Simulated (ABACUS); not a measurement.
**Single-point calculation at one volume of an equation of state, with input and output: YN (part 1 of 2)**

System: YN (Fm-3m, 2 atoms in the cell).
Method: Kohn-Sham DFT of a periodic cell, PBEsol, PseudoDojo NC SR 0.4.1 PBEsol standard, no spin polarisation (ABACUS 3.10.1).

The structure derives from an entry of the Crystallography Open Database. It belongs to a series of runs on one base structure; here: volume scaled by 0.96.

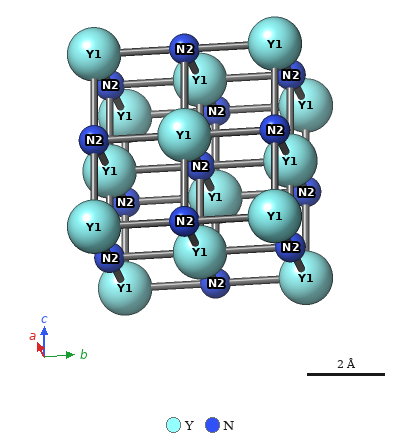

*The structure (ball-and-stick view of the cell 4 times as large as that of the calculation, set on its symmetry axes, seen at an oblique angle; atoms are numbered from 1 in the order of the input). An atom can appear more than once, as a periodic image.*

**Input file**
```
INPUT_PARAMETERS
suffix              YN
calculation         scf
basis_type          pw
pseudo_dir          ./
symmetry            1
dft_functional      pbesol
ecutwfc             84
pseudo_rcut         7
nspin               1
nbands              12
ks_solver           dav
smearing_method     fd
smearing_sigma      0.00367493
scf_thr             1e-08
scf_nmax            100
mixing_type         broyden
mixing_beta         0.7
cal_force           1
cal_stress          1
kpar                4
```

**File STRU**
```
ATOMIC_SPECIES
Y 88.9058 Y.upf
N 14.0070 N.upf

LATTICE_CONSTANT
1.8897261246

LATTICE_VECTORS
0.0000000000 2.4055432573 2.4055432573
2.4055432573 0.0000000000 2.4055432573
2.4055432573 2.4055432573 0.0000000000

ATOMIC_POSITIONS
Direct

Y
0.0
1
0.0000000000 0.0000000000 0.0000000000 1 1 1

N
0.0
1
0.5000000000 0.5000000000 0.5000000000 1 1 1
```

**File KPT**
```
K_POINTS
0
Gamma
9 9 9 0 0 0
```

Launch command:
```bash
OMP_NUM_THREADS=1 mpirun -np 4 abacus > log
```

**Output**
```
ABACUS v3.10.1

               Atomic-orbital Based Ab-initio Computation at UStc

 ------------------------------------------------------------------------------------

 READING GENERAL INFORMATION
                           global_out_dir = OUT.YN/
                           global_in_card = INPUT
                               pseudo_dir = ./
                              orbital_dir =
                                    DSIZE = 4
                                    GSIZE = 1

 READING UNITCELL INFORMATION
                                    ntype = 2
                  lattice constant (Bohr) = 1.88973
              lattice constant (Angstrom) = 1

 READING ATOM TYPE 1
                               atom label = Y
                      L=0, number of zeta = 1
                      L=1, number of zeta = 1
                      L=2, number of zeta = 1
             number of atom for this type = 1

 READING ATOM TYPE 2
                               atom label = N
                      L=0, number of zeta = 1
                      L=1, number of zeta = 1
                      L=2, number of zeta = 1
             number of atom for this type = 1

                        TOTAL ATOM NUMBER = 2
DIRECT COORDINATES
    atom                   x                   y                   z     mag                  vx                  vy                  vz
taud_Y1            0.0000000000        0.0000000000        0.0000000000  0.0000        0.0000000000        0.0000000000        0.0000000000
taud_N1            0.5000000000        0.5000000000        0.5000000000  0.0000        0.0000000000        0.0000000000        0.0000000000

                          Volume (Bohr^3) = 187.874
                             Volume (A^3) = 27.84

 Lattice vectors: (Cartesian coordinate: in unit of a_0)
                   +0            +2.40554            +2.40554
             +2.40554                  +0            +2.40554
             +2.40554            +2.40554                  +0
 Reciprocal vectors: (Cartesian coordinate: in unit of 2 pi/a_0)
            -0.207853           +0.207853           +0.207853
            +0.207853           -0.207853           +0.207853
            +0.207853           +0.207853           -0.207853
 The esolver type has been set to : ksdft_pw

                PAO radial cut off (Bohr) = 7

 Read in pseudopotential file is Y.upf
                     pseudopotential type = NC
          exchange-correlation functional = PBESOL
                 nonlocal core correction = 1
                        valence electrons = 11
                                     lmax = 2
                           number of zeta = 4
                     number of projectors = 6
                           L of projector = 0
                           L of projector = 0
                           L of projector = 1
                           L of projector = 1
                           L of projector = 2
                           L of projector = 2
                PAO radial cut off (Bohr) = 7

 Read in pseudopotential file is N.upf
                     pseudopotential type = NC
          exchange-correlation functional = PBESOL
                 nonlocal core correction = 1
                        valence electrons = 5
                                     lmax = 1
                           number of zeta = 2
                     number of projectors = 4
                           L of projector = 0
                           L of projector = 0
                           L of projector = 1
                           L of projector = 1
     initial pseudo atomic orbital number = 14

 SETUP THE ELECTRONS NUMBER
             electron number of element Y = 11
       total electron number of element Y = 11
             electron number of element N = 5
       total electron number of element N = 5
            AUTOSET number of electrons:  = 16
                           occupied bands = 8
                                   NBANDS = 12
                                   NLOCAL = 18

%%%%%%%%%%%%%%%%%%%%%%%%%%%%%%%%%%%%%%%%%%%%%%%%%%%%%%%%%%%%%%%%%%%%%%%%%%%%%%%%%%%%%%%%%%%%%%%%%%%%%%%%%%
 Warning: the number of valence electrons in pseudopotential > 3 for Y: [Kr] 4d1 5s2
 Pseudopotentials with additional electrons can yield (more) accurate outcomes, but may be less efficient.
 If you're confident that your chosen pseudopotential is appropriate, you can safely ignore this warning.
%%%%%%%%%%%%%%%%%%%%%%%%%%%%%%%%%%%%%%%%%%%%%%%%%%%%%%%%%%%%%%%%%%%%%%%%%%%%%%%%%%%%%%%%%%%%%%%%%%%%%%%%%%

 SETUP THE PLANE WAVE BASIS
 energy cutoff for charge/potential (unit:Ry) = 336
            fft grid for charge/potential = [ 40, 40, 40 ]
                        fft grid division = [ 1, 1, 1 ]
        big fft grid for charge/potential = [ 40, 40, 40 ]
                                     nbxx = 64000
                                     nrxx = 64000

 SETUP PLANE WAVES FOR CHARGE/POTENTIAL
                    number of plane waves = 19579
                         number of sticks = 955

 PARALLEL PW FOR CHARGE/POTENTIAL
     PROC   COLUMNS(POT)             PW
        1            955          19579
 --------------- sum -------------------
        1            955          19579
                            number of |g| = 236
                                  max |g| = 30.1989
                                  min |g| = 0

----------- Double Check Mixing Parameters Begin ------------
mixing_type: broyden
mixing_beta: 0.7
mixing_gg0: 1
mixing_gg0_min: 0.1
mixing_ndim: 8
----------- Double Check Mixing Parameters End ------------

 LATTICE VECTORS: (CARTESIAN COORDINATE: IN UNIT OF A0)
                   +0            +2.40554            +2.40554
             +2.40554                  +0            +2.40554
             +2.40554            +2.40554                  +0
                       right hand lattice = 1
                                   NORM_A = 3.40195
                                   NORM_B = 3.40195
                                   NORM_C = 3.40195
                           ALPHA (DEGREE) = 60
                           BETA  (DEGREE) = 60
                           GAMMA (DEGREE) = 60

 The lattice vectors have been changed (STRU_SIMPLE.cif)

(for optimal symmetric configuration:)
                             BRAVAIS TYPE = 3
                     BRAVAIS LATTICE NAME = 03. Cubic F (face-centered)
                                    ibrav = 3
                                    IBRAV = 3
                                  BRAVAIS = FACE CENTERED CUBIC
                       LATTICE CONSTANT A = 4.81109
Original cell was already a primitive cell.
                        ROTATION MATRICES = 48
              PURE POINT GROUP OPERATIONS = 48
                   SPACE GROUP OPERATIONS = 48
                              POINT GROUP = O_h
               POINT GROUP IN SPACE GROUP = O_h

 SETUP K-POINTS
                                    nspin = 1
                   Input type of k points = Monkhorst-Pack(Gamma)
                                   nkstot = 729
                       right hand lattice = 1
(for reciprocal lattice: )
                             BRAVAIS TYPE = 2
                     BRAVAIS LATTICE NAME = 02. Cubic I (body-centered)
                                    ibrav = 2
                       right hand lattice = 1
(for k-lattice: )
                             BRAVAIS TYPE = 2
                     BRAVAIS LATTICE NAME = 02. Cubic I (body-centered)
                                    ibrav = 2
                       right hand lattice = 1
                        ROTATION MATRICES = 48
                               nkstot_ibz = 35
K-POINTS REDUCTION ACCORDING TO SYMMETRY
     IBZ    DIRECT_X    DIRECT_Y    DIRECT_Z  WEIGHT  ibz2bz
       1  0.00000000  0.00000000  0.00000000  0.0014       0
       2  0.11111111  0.11111111  0.11111111  0.0110       1
       3  0.22222222  0.22222222  0.22222222  0.0110       2
       4  0.33333333  0.33333333  0.33333333  0.0110       3
       5  0.44444444  0.44444444  0.44444444  0.0110       4
       6  0.11111111  0.11111111  0.00000000  0.0082      10
       7  0.22222222  0.22222222  0.11111111  0.0329      11
       8  0.33333333  0.33333333  0.22222222  0.0329      12
       9  0.44444444  0.44444444  0.33333333  0.0329      13
      10 -0.44444444  0.44444444  0.44444444  0.0329      14
      11  0.44444444  0.33333333  0.33333333  0.0329      15
      12  0.22222222  0.22222222  0.33333333  0.0329      16
      13  0.22222222  0.11111111  0.11111111  0.0165      17
      14  0.22222222  0.22222222  0.00000000  0.0082      20
      15  0.33333333  0.11111111  0.33333333  0.0329      21
      16  0.44444444  0.44444444  0.22222222  0.0329      22
      17 -0.33333333  0.44444444  0.44444444  0.0329      23
      18 -0.44444444  0.33333333  0.33333333  0.0329      24
      19  0.44444444  0.22222222  0.22222222  0.0165      25
      20  0.33333333  0.33333333  0.00000000  0.0082      30
      21  0.44444444  0.44444444  0.11111111  0.0329      31
      22 -0.22222222  0.44444444  0.44444444  0.0329      32
      23 -0.33333333  0.33333333  0.33333333  0.0165      33
      24  0.44444444  0.44444444  0.00000000  0.0082      40
      25 -0.11111111  0.44444444  0.44444444  0.0165      41
      26  0.33333333  0.11111111  0.22222222  0.0329     102
      27  0.44444444  0.33333333  0.22222222  0.0658     103
      28 -0.44444444  0.44444444  0.33333333  0.0658     104
      29  0.44444444  0.33333333  0.11111111  0.0329     112
      30 -0.44444444  0.44444444  0.22222222  0.0658     113
[... 5 further k points ...]

                               nkstot now = 35
[... K-POINTS DIRECT COORDINATES: 35 rows ...]

           k-point number in this process = 9
       minimum distributed K point number = 8
[... stars of the k points ...]

[... K-POINTS CARTESIAN COORDINATES: 9 rows ...]

[... K-POINTS DIRECT COORDINATES: 9 rows ...]

 SETUP PLANE WAVES FOR WAVE FUNCTIONS
     energy cutoff for wavefunc (unit:Ry) = 84
              fft grid for wave functions = [ 40, 40, 40 ]
                    number of plane waves = 2891
                         number of sticks = 265

 PARALLEL PW FOR WAVE FUNCTIONS
     PROC   COLUMNS(POT)             PW
        1            265           2891
 --------------- sum -------------------
        1            265           2891

 SETUP NONLOCAL PSEUDOPOTENTIALS IN PLANE WAVE BASIS
 Y non-local projectors:
 projector 1 L=0
 projector 2 L=0
 projector 3 L=1
 projector 4 L=1
 projector 5 L=2
 projector 6 L=2
 N non-local projectors:
 projector 1 L=0
 projector 2 L=0
 projector 3 L=1
 projector 4 L=1
      TOTAL NUMBER OF NONLOCAL PROJECTORS = 26

 Init Non-Local PseudoPotential table :
 Init Non-Local-Pseudopotential done.

                                     npwx = 2463

 Make real space PAO into reciprocal space.
       max mesh points in Pseudopotential = 701
     dq(describe PAO in reciprocal space) = 0.01
                                    max q = 1104

 number of pseudo atomic orbitals for Y is 4
WARNING: norm of atomic wavefunction # 3 of atomic type Y is 0.993971, renormalized
WARNING: norm of atomic wavefunction # 4 of atomic type Y is 0.982836, renormalized

 number of pseudo atomic orbitals for N is 2
WARNING: norm of atomic wavefunction # 2 of atomic type N is 0.999902, renormalized

 -------------------------------------------
 SELF-CONSISTENT
 -------------------------------------------
                                 init_chg = atomic

 PW ALGORITHM --------------- ION=   1  ELEC=   1--------------------------------

 Density error is 0.728266378598
                          Error Threshold = 0.01
----------------------------------------------------------
     Energy           Rydberg                 eV
----------------------------------------------------------
 E_KohnSham     -102.1698512425      -1390.0921407097
 E_Harris       -101.4890003316      -1380.8286888333
 E_Fermi        0.9641207870         13.1175362640
----------------------------------------------------------
```
